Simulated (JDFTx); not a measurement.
# Geometry relaxation, with input and output: MnO (part 1 of 3)

The run: geometry relaxation of MnO (Fm-3m, 2 atoms in the cell). Method and program: Kohn-Sham DFT of a periodic cell, PBEsol, PseudoDojo-SR-PBEsol-0.4.1-standard, spin-polarised (JDFTx 1.7.0 (patched build)).

The structure derives from a Materials Project entry.

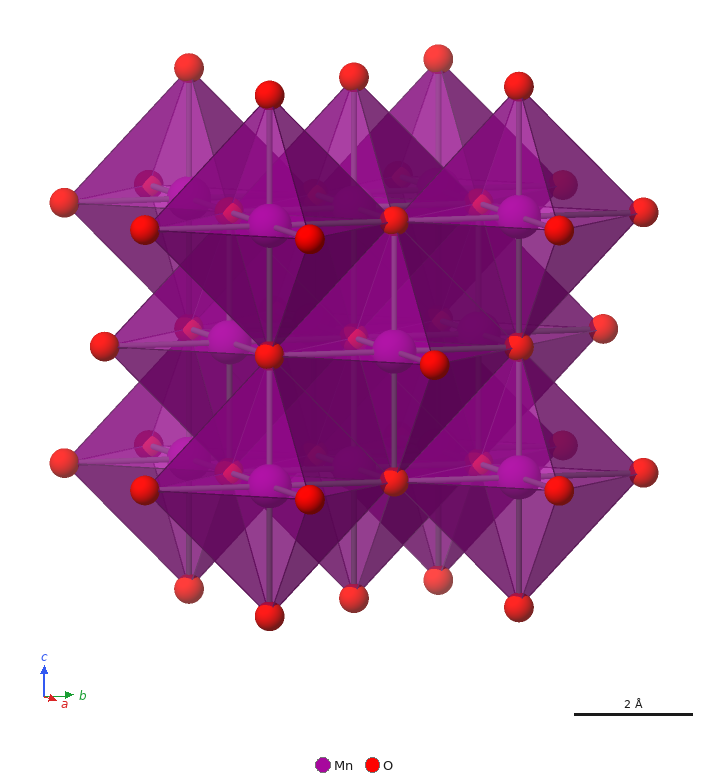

Fig. 1: The input geometry (polyhedral view of the cell 4 times as large as that of the calculation, set on its symmetry axes, seen slightly off an axis; polyhedra are completed across the faces of the cell).

**Input file**
```
lattice \
    0.0000000000     4.2025764847     4.2025764847 \
    4.2025764847     0.0000000000     4.2025764847 \
    4.2025764847     4.2025764847     0.0000000000
coords-type Lattice
ion Mn     0.0000000000     0.0000000000     0.0000000000 1
ion O      0.5000000000     0.5000000000     0.5000000000 1

ion-species pseudo/Mn.upf
ion-species pseudo/O.upf
elec-cutoff 48 384
elec-ex-corr gga-PBEsol
kpoint-folding 5 5 5
elec-smearing Fermi 0.0018374661
elec-n-bands 19
spintype z-spin
initial-magnetic-moments Mn 4
elec-initial-magnetization 4 no
electronic-SCF nIterations 100 energyDiffThreshold 1e-10
electronic-minimize nIterations 30 energyDiffThreshold 1e-7
forces-output-coords Cartesian
lattice-minimize nIterations 30 energyDiffThreshold 1e-7

dump-name run.$VAR
dump End Ecomponents EigStats BandEigs Kpoints Forces Stress
```

Run on 1 thread of AMD EPYC (Zen 5), 16 GiB of memory available, shared host.

Command:
```bash
jdftx -c 1 -i MnO.in -o MnO.out
```

**Output**
```
*************** JDFTx 1.7.0 (patched build) ***************

Input parsed successfully to the following command list (including defaults):
[... the input with its defaults ...]

---------- Setting up symmetries ----------

Found 48 point-group symmetries of the bravais lattice
Found 48 space-group symmetries with basis
Applied RMS atom displacement 0 bohrs to make symmetries exact.

---------- Initializing the Grid ----------
R =
[            0      4.20258      4.20258  ]
[      4.20258            0      4.20258  ]
[      4.20258      4.20258            0  ]
unit cell volume = 148.449
G =
[   -0.74754    0.74754    0.74754  ]
[    0.74754   -0.74754    0.74754  ]
[    0.74754    0.74754   -0.74754  ]
Minimum fftbox size, Smin = [  56  56  56  ]
Chosen fftbox size, S = [  56  56  56  ]

---------- Initializing tighter grid for wavefunction operations ----------
R =
[            0      4.20258      4.20258  ]
[      4.20258            0      4.20258  ]
[      4.20258      4.20258            0  ]
unit cell volume = 148.449
G =
[   -0.74754    0.74754    0.74754  ]
[    0.74754   -0.74754    0.74754  ]
[    0.74754    0.74754   -0.74754  ]
Minimum fftbox size, Smin = [  40  40  40  ]
Chosen fftbox size, S = [  40  40  40  ]

---------- Exchange Correlation functional ----------
Initalized PBEsol GGA exchange.
Initalized PBEsol GGA correlation.

---------- Setting up pseudopotentials ----------
Width of ionic core gaussian charges (only for fluid interactions / plotting) set to 0

Reading pseudopotential file 'pseudo/Mn.upf':
  'Mn' pseudopotential, 'PBESOL' functional
  Generated using ONCVPSP code by D. R. Hamann
  15 valence electrons, 4 orbitals, 6 projectors, 1001 radial grid points, with lMax = 2
    3S    l: 0   occupation:  2.0   eigenvalue: -3.147368
    3P    l: 1   occupation:  6.0   eigenvalue: -2.002196
    3D    l: 2   occupation:  5.0   eigenvalue: -0.249683
    4S    l: 0   occupation:  2.0   eigenvalue: -0.188339
  Core radius for overlap checks: 1.55 bohrs.

Reading pseudopotential file 'pseudo/O.upf':
  'O' pseudopotential, 'PBESOL' functional
  Generated using ONCVPSP code by D. R. Hamann
  6 valence electrons, 2 orbitals, 5 projectors, 936 radial grid points, with lMax = 2
    2S    l: 0   occupation:  2.0   eigenvalue: -0.874950
    2P    l: 1   occupation:  4.0   eigenvalue: -0.329796
  Core radius for overlap checks: 1.39 bohrs.

Initialized 2 species with 2 total atoms.

Folded 1 k-points by 5x5x5 to 125 k-points.

---------- Setting up k-points, bands, fillings ----------
Reduced to 10 k-points under symmetry.
Computing the number of bands and number of electrons
Calculating initial fillings.
nElectrons:  21.000000   nBands: 19   nStates: 20

----- Setting up reduced wavefunction bases (one per k-point) -----
average nbasis = 2357.736 , ideal nbasis = 2357.940

---------- Setting up ewald sum ----------
Optimum gaussian width for ewald sums = 1.908738 bohr.
Real space sum over 1331 unit cells with max indices [  5  5  5  ]
Reciprocal space sum over 2197 terms with max indices [  6  6  6  ]

---------- Allocating electronic variables ----------
Initializing wave functions:  linear combination of atomic orbitals
Note: number of bands (19) exceeds available atomic orbitals (14)
Mn (M=4) pseudo-atom majority spin occupations:   s ( 1 0.5 )  p ( 3 )  d ( 5 )
Mn (M=4) pseudo-atom minority spin occupations:   s ( 1 0 )  p ( 3 )  d ( 1.5 )
O pseudo-atom occupations:   s ( 2 )  p ( 4 )
	FillingsUpdate:  mu: +1.286952397  nElectrons: 21.000000  magneticMoment: [ Abs: 0.37279  Tot: +0.36681 ]
LCAOMinimize: Iter:   0  F: -107.9288939332983688  |grad|_K:  5.055e-02  alpha:  1.000e+00
	FillingsUpdate:  mu: +0.894493488  nElectrons: 21.000000  magneticMoment: [ Abs: 1.76462  Tot: +1.76462 ]
LCAOMinimize: Iter:   1  F: -117.9403548577853371  |grad|_K:  7.378e-02  alpha:  2.508e-01  linmin: -3.135e-01  cgtest:  2.237e-01
LCAOMinimize: 	Step increased F by 3.758138e+00, reducing alpha to 1.087622e-02.
[... 25 lines of inner loops ...]
LCAOMinimize: Iter:  10  F: -119.8194516731540062  |grad|_K:  1.082e-05  alpha:  8.377e-01  linmin:  1.518e-04  cgtest:  4.155e-02
	FillingsUpdate:  mu: +0.498746135  nElectrons: 21.000000  magneticMoment: [ Abs: 4.73932  Tot: +4.73932 ]
LCAOMinimize: Iter:  11  F: -119.8194518193906077  |grad|_K:  1.035e-06  alpha:  3.463e-01  linmin: -2.841e-04  cgtest: -7.806e-02
LCAOMinimize: Converged (|Delta F|<1.000000e-06 for 2 iters).

--------- Lattice Minimization ---------

-------- Electronic minimization -----------
Will mix electronic density at each iteration.
	FillingsUpdate:  mu: +0.498746135  nElectrons: 21.000000  magneticMoment: [ Abs: 4.73932  Tot: +4.73932 ]
	FillingsUpdate:  mu: +0.496200925  nElectrons: 21.000000  magneticMoment: [ Abs: 4.73932  Tot: +4.73932 ]
SCF: Cycle:  0   F: -119.840070581974416   dF: -2.062e-02   |Residual|: 5.955e-02   |deigs|: 6.657e-02
	FillingsUpdate:  mu: +0.487642088  nElectrons: 21.000000  magneticMoment: [ Abs: 4.72964  Tot: +4.72946 ]
SCF: Cycle:  1   F: -119.841911707357696   dF: -1.841e-03   |Residual|: 3.657e-02   |deigs|: 1.008e-02
	FillingsUpdate:  mu: +0.486687799  nElectrons: 21.000000  magneticMoment: [ Abs: 4.82239  Tot: +4.82220 ]
SCF: Cycle:  2   F: -119.842246492497765   dF: -3.348e-04   |Residual|: 1.610e-02   |deigs|: 3.255e-03
	FillingsUpdate:  mu: +0.487233207  nElectrons: 21.000000  magneticMoment: [ Abs: 4.87767  Tot: +4.87755 ]
SCF: Cycle:  3   F: -119.842242152519745   dF: +4.340e-06   |Residual|: 6.515e-03   |deigs|: 1.213e-03
	FillingsUpdate:  mu: +0.487540015  nElectrons: 21.000000  magneticMoment: [ Abs: 4.88807  Tot: +4.88792 ]
SCF: Cycle:  4   F: -119.842254383933522   dF: -1.223e-05   |Residual|: 3.030e-03   |deigs|: 5.119e-04
	FillingsUpdate:  mu: +0.487703135  nElectrons: 21.000000  magneticMoment: [ Abs: 4.88762  Tot: +4.88749 ]
SCF: Cycle:  5   F: -119.842255553092812   dF: -1.169e-06   |Residual|: 7.424e-04   |deigs|: 1.425e-04
	FillingsUpdate:  mu: +0.487731398  nElectrons: 21.000000  magneticMoment: [ Abs: 4.88533  Tot: +4.88519 ]
SCF: Cycle:  6   F: -119.842255700110499   dF: -1.470e-07   |Residual|: 2.478e-04   |deigs|: 5.984e-05
	FillingsUpdate:  mu: +0.487759375  nElectrons: 21.000000  magneticMoment: [ Abs: 4.88481  Tot: +4.88467 ]
SCF: Cycle:  7   F: -119.842255712184681   dF: -1.207e-08   |Residual|: 1.088e-04   |deigs|: 3.904e-05
	FillingsUpdate:  mu: +0.487770310  nElectrons: 21.000000  magneticMoment: [ Abs: 4.88503  Tot: +4.88489 ]
SCF: Cycle:  8   F: -119.842255714502997   dF: -2.318e-09   |Residual|: 3.118e-05   |deigs|: 3.353e-05
	FillingsUpdate:  mu: +0.487767408  nElectrons: 21.000000  magneticMoment: [ Abs: 4.88502  Tot: +4.88488 ]
SCF: Cycle:  9   F: -119.842255715057945   dF: -5.549e-10   |Residual|: 1.148e-05   |deigs|: 2.697e-05
	FillingsUpdate:  mu: +0.487766551  nElectrons: 21.000000  magneticMoment: [ Abs: 4.88498  Tot: +4.88484 ]
SCF: Cycle: 10   F: -119.842255715156782   dF: -9.884e-11   |Residual|: 2.569e-06   |deigs|: 2.274e-05
	FillingsUpdate:  mu: +0.487766586  nElectrons: 21.000000  magneticMoment: [ Abs: 4.88498  Tot: +4.88484 ]
SCF: Cycle: 11   F: -119.842255715182617   dF: -2.584e-11   |Residual|: 1.351e-06   |deigs|: 2.367e-05
SCF: Converged (|Delta E|<1.000000e-10 for 2 iters).

Setting wave functions to eigenvectors of Hamiltonian
# Lattice vectors:
R =
[            0      4.20258      4.20258  ]
[      4.20258            0      4.20258  ]
[      4.20258      4.20258            0  ]
unit cell volume = 148.449

# Strain tensor in Cartesian coordinates:
[            0            0            0  ]
[            0            0            0  ]
[            0            0            0  ]

# Stress tensor in Cartesian coordinates [Eh/a0^3]:
[  0.000166185            0            0  ]
[            0  0.000166185            0  ]
[            0            0  0.000166185  ]

# Ionic positions in lattice coordinates:
ion Mn   0.000000000000000   0.000000000000000   0.000000000000000 1
ion O   0.500000000000000   0.500000000000000   0.500000000000000 1

# Forces in Cartesian coordinates:
force Mn  -0.000000000000000  -0.000000000000000   0.000000000000000 1
force O  -0.000000000000000  -0.000000000000000  -0.000000000000000 1

# Energy components:
   Eewald =      -82.8539900277196750
       EH =       31.7761961819372303
     Eloc =     -101.3933464152559623
      Enl =      -10.2385379505143881
      Exc =      -22.3605207546707163
 Exc_core =        5.4350120472559027
       KE =       59.7933068505830079
-------------------------------------
     Etot =     -119.8418800683846257
       TS =        0.0003756467979981
-------------------------------------
        F =     -119.8422557151826169

LatticeMinimize: Iter:   0  F: -119.842255715182617  |grad|_K:  8.070e-03

#--- Lowdin population analysis ---
# oxidation-state Mn +1.158
# magnetic-moments Mn +4.581
# oxidation-state O -1.033
# magnetic-moments O +0.287

-------- Electronic minimization -----------
Will mix electronic density at each iteration.
	FillingsUpdate:  mu: +0.487766586  nElectrons: 21.000000  magneticMoment: [ Abs: 4.87210  Tot: +4.87196 ]
	FillingsUpdate:  mu: +0.489707709  nElectrons: 21.000000  magneticMoment: [ Abs: 4.88498  Tot: +4.88484 ]
SCF: Cycle:  0   F: -119.842313445632612   dF: +2.766e-06   |Residual|: 2.152e-03   |deigs|: 2.086e-05
	FillingsUpdate:  mu: +0.489700498  nElectrons: 21.000000  magneticMoment: [ Abs: 4.88183  Tot: +4.88169 ]
SCF: Cycle:  1   F: -119.842317591678736   dF: -4.146e-06   |Residual|: 1.099e-03   |deigs|: 3.668e-04
	FillingsUpdate:  mu: +0.489695196  nElectrons: 21.000000  magneticMoment: [ Abs: 4.87980  Tot: +4.87966 ]
SCF: Cycle:  2   F: -119.842318798153968   dF: -1.206e-06   |Residual|: 2.445e-04   |deigs|: 1.136e-04
	FillingsUpdate:  mu: +0.489679324  nElectrons: 21.000000  magneticMoment: [ Abs: 4.87944  Tot: +4.87930 ]
SCF: Cycle:  3   F: -119.842318806307802   dF: -8.154e-09   |Residual|: 1.122e-04   |deigs|: 1.667e-05
	FillingsUpdate:  mu: +0.489676767  nElectrons: 21.000000  magneticMoment: [ Abs: 4.87944  Tot: +4.87930 ]
SCF: Cycle:  4   F: -119.842318807110757   dF: -8.030e-10   |Residual|: 3.858e-05   |deigs|: 1.087e-05
	FillingsUpdate:  mu: +0.489676769  nElectrons: 21.000000  magneticMoment: [ Abs: 4.87947  Tot: +4.87933 ]
SCF: Cycle:  5   F: -119.842318807329377   dF: -2.186e-10   |Residual|: 7.131e-06   |deigs|: 8.082e-06
	FillingsUpdate:  mu: +0.489677179  nElectrons: 21.000000  magneticMoment: [ Abs: 4.87947  Tot: +4.87933 ]
SCF: Cycle:  6   F: -119.842318807363696   dF: -3.432e-11   |Residual|: 2.873e-06   |deigs|: 7.104e-06
	FillingsUpdate:  mu: +0.489677190  nElectrons: 21.000000  magneticMoment: [ Abs: 4.87946  Tot: +4.87932 ]
SCF: Cycle:  7   F: -119.842318807367931   dF: -4.235e-12   |Residual|: 1.062e-06   |deigs|: 7.118e-06
SCF: Converged (|Delta E|<1.000000e-10 for 2 iters).

Setting wave functions to eigenvectors of Hamiltonian
LatticeMinimize: 	Wolfe criterion not satisfied: alpha: 1  (E-E0)/|gdotd0|: -0.968801  gdotd/gdotd0: 0.937551 (taking cubic step)

-------- Electronic minimization -----------
Will mix electronic density at each iteration.
	FillingsUpdate:  mu: +0.489677190  nElectrons: 21.000000  magneticMoment: [ Abs: 4.85375  Tot: +4.85361 ]
	FillingsUpdate:  mu: +0.493555606  nElectrons: 21.000000  magneticMoment: [ Abs: 4.87946  Tot: +4.87932 ]
SCF: Cycle:  0   F: -119.842412724865042   dF: +9.564e-06   |Residual|: 4.409e-03   |deigs|: 9.153e-06
	FillingsUpdate:  mu: +0.493503806  nElectrons: 21.000000  magneticMoment: [ Abs: 4.87129  Tot: +4.87116 ]
SCF: Cycle:  1   F: -119.842428489325911   dF: -1.576e-05   |Residual|: 2.543e-03   |deigs|: 7.311e-04
	FillingsUpdate:  mu: +0.493489945  nElectrons: 21.000000  magneticMoment: [ Abs: 4.86551  Tot: +4.86537 ]
SCF: Cycle:  2   F: -119.842433667211566   dF: -5.178e-06   |Residual|: 7.523e-04   |deigs|: 2.244e-04
	FillingsUpdate:  mu: +0.493441318  nElectrons: 21.000000  magneticMoment: [ Abs: 4.86370  Tot: +4.86356 ]
SCF: Cycle:  3   F: -119.842433726930977   dF: -5.972e-08   |Residual|: 3.262e-04   |deigs|: 4.354e-05
	FillingsUpdate:  mu: +0.493434977  nElectrons: 21.000000  magneticMoment: [ Abs: 4.86368  Tot: +4.86354 ]
SCF: Cycle:  4   F: -119.842433731094246   dF: -4.163e-09   |Residual|: 1.013e-04   |deigs|: 8.287e-06
	FillingsUpdate:  mu: +0.493434211  nElectrons: 21.000000  magneticMoment: [ Abs: 4.86379  Tot: +4.86365 ]
SCF: Cycle:  5   F: -119.842433732170221   dF: -1.076e-09   |Residual|: 2.060e-05   |deigs|: 5.388e-06
	FillingsUpdate:  mu: +0.493435193  nElectrons: 21.000000  magneticMoment: [ Abs: 4.86381  Tot: +4.86367 ]
SCF: Cycle:  6   F: -119.842433732360632   dF: -1.904e-10   |Residual|: 8.299e-06   |deigs|: 4.782e-06
	FillingsUpdate:  mu: +0.493435233  nElectrons: 21.000000  magneticMoment: [ Abs: 4.86378  Tot: +4.86364 ]
SCF: Cycle:  7   F: -119.842433732389523   dF: -2.889e-11   |Residual|: 2.809e-06   |deigs|: 4.728e-06
	FillingsUpdate:  mu: +0.493434918  nElectrons: 21.000000  magneticMoment: [ Abs: 4.86378  Tot: +4.86364 ]
SCF: Cycle:  8   F: -119.842433732399300   dF: -9.777e-12   |Residual|: 9.062e-07   |deigs|: 4.796e-06
SCF: Converged (|Delta E|<1.000000e-10 for 2 iters).
```
